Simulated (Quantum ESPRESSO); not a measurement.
**PtSe$_{2}$: 7 runs along one coordinate**

System: PtSe$_{2}$ (P-3m1, 3 atoms in the cell).
Method: Kohn-Sham DFT of a periodic cell, r2SCAN, SG15 PBE 1.2, no spin polarisation (Quantum ESPRESSO 7.5).

The 7 runs differ only in the geometry, by an even scaling of the cell at fixed fractional positions. The structure derives from an entry of the Crystallography Open Database.

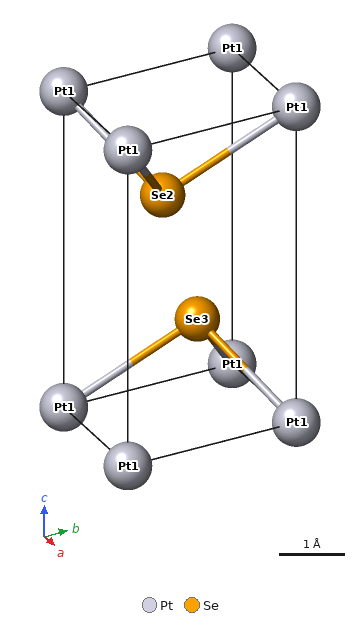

Figure 1. The structure of run 4 (ball-and-stick view of the cell of the calculation, seen slightly off an axis; atoms are numbered from 1 in the order of the input).

### Input of run 4
```
&CONTROL
  calculation = 'scf'
  prefix = 'pwscf'
  outdir = './tmp'
  pseudo_dir = './pseudo'
  tstress = .true.
  disk_io = 'nowf'
/
&SYSTEM
  ibrav = 0
  nat = 3
  ntyp = 2
  ecutwfc = 70
  nbnd = 22
  input_dft = 'r2scan'
  occupations = 'smearing'
  smearing = 'fd'
  degauss = 0.00367493
  nosym = .true.
  nr1 = 48
  nr2 = 48
  nr3 = 60
/
&ELECTRONS
  conv_thr = 1d-08
  electron_maxstep = 120
  mixing_beta = 0.5
/
ATOMIC_SPECIES
Pt   195.0840 Pt_ONCV_PBE-1.2.upf
Se    78.9710 Se_ONCV_PBE-1.2.upf
CELL_PARAMETERS angstrom
   3.7240000000    0.0000000000    0.0000000000
  -1.8620000000    3.2250786037    0.0000000000
   0.0000000000    0.0000000000    5.0620000000
ATOMIC_POSITIONS crystal
Pt     0.0000000000    0.0000000000    0.0000000000
Se     0.6666666667    0.3333333333    0.7500000000
Se     0.3333333333    0.6666666667    0.2500000000
K_POINTS automatic
4 4 3 0 0 0
```

Command:
```bash
OMP_NUM_THREADS=1 mpirun -n 4 pw.x -nk 2 -in pw.in > pw.out
```

Run 5 differs from it as follows:
```diff
-   3.7240000000    0.0000000000    0.0000000000
-  -1.8620000000    3.2250786037    0.0000000000
-   0.0000000000    0.0000000000    5.0620000000
+   3.7486629704    0.0000000000    0.0000000000
+  -1.8743314852    3.2464373626    0.0000000000
+   0.0000000000    0.0000000000    5.0955241558
```

### Results, with one run withheld

```csv
run,volume per atom (Å³),"free energy per atom, from the lowest run given (meV)",pressure (GPa)
1,19.049,86.83,15.40
2,19.455,52.76,11.52
3,19.860,27.97,8.05
4,20.265,11.48,4.94
5,20.671,?,?
6,21.076,0.00,−0.30
7,21.481,3.49,−2.52
```

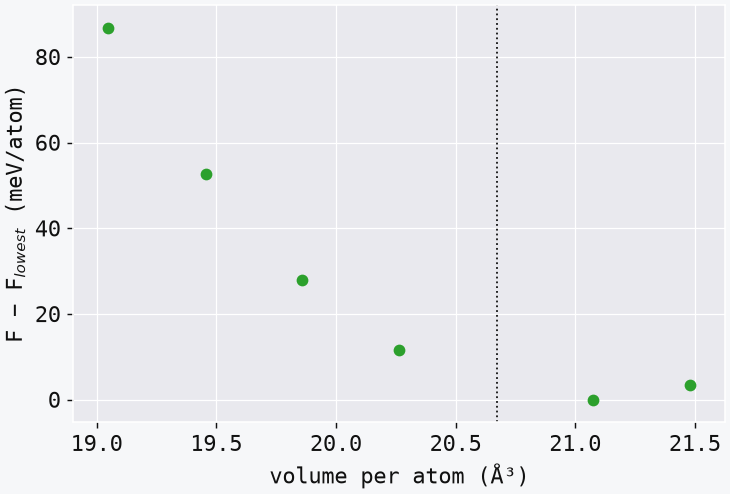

Figure 2. Free energy per atom of the runs given; the dotted line marks run 5.

Estimate the energy of run 5 from the others.

A cubic polynomial in V^(−2/3) (the Birch–Murnaghan form), fitted to the 6 runs given, misses them by at most 0.02 meV per atom. With x = V^(−2/3) − 0.13497 Å⁻², it reads F = 14.769 + 8000 x + 1.0897e+06 x² + 2.7921e+06 x³ (meV per atom). At run 5 it gives 2.41 meV per atom, and the run itself gives 2.43. The slope of the fit gives a pressure −dF/dV of 2.22 GPa there, and the run prints 2.17 GPa. The two needn't agree exactly: the fit is approximate, and the printed stress is taken on a finite basis. The fit has its minimum at 21.032 Å³ per atom, where V d²F/dV² gives 123 GPa. Cell shape and fractional positions are held, so this is the stiffness under even scaling; the relaxed bulk modulus wasn't computed and can be far lower in a crystal of layers, chains or molecules like this one.

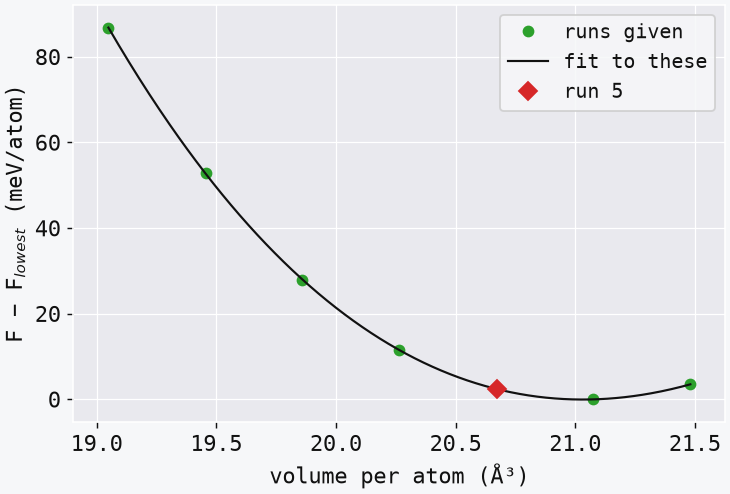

Figure 3. The fit and the withheld run.

### Some lines of the output (run 5)
```
[...]
     total energy              =    -280.46103214 Ry
     total energy              =    -280.53314734 Ry
     total energy              =    -280.53496187 Ry
     total energy              =    -280.53796400 Ry
     total energy              =    -280.53809003 Ry
     total energy              =    -280.53810772 Ry
     total energy              =    -280.53810947 Ry
     total energy              =    -280.53810973 Ry
     total energy              =    -280.53810977 Ry
     the Fermi energy is    11.0425 ev
!    total energy              =    -280.53810977 Ry
     The total energy is F=E-TS. E is the sum of the following terms:
     Computing stress (Cartesian axis) and pressure
          total   stress  (Ry/bohr**3)                   (kbar)     P=       21.68
```

Notes: Further notes kept with the run: potentials made for another functional. Points of doubt noted for this run: coarse mesh; potentials made for another functional. Spin–orbit coupling is left out, which matters for Pt. The k-point mesh is coarse for a cell of this size, so the results may not be converged.
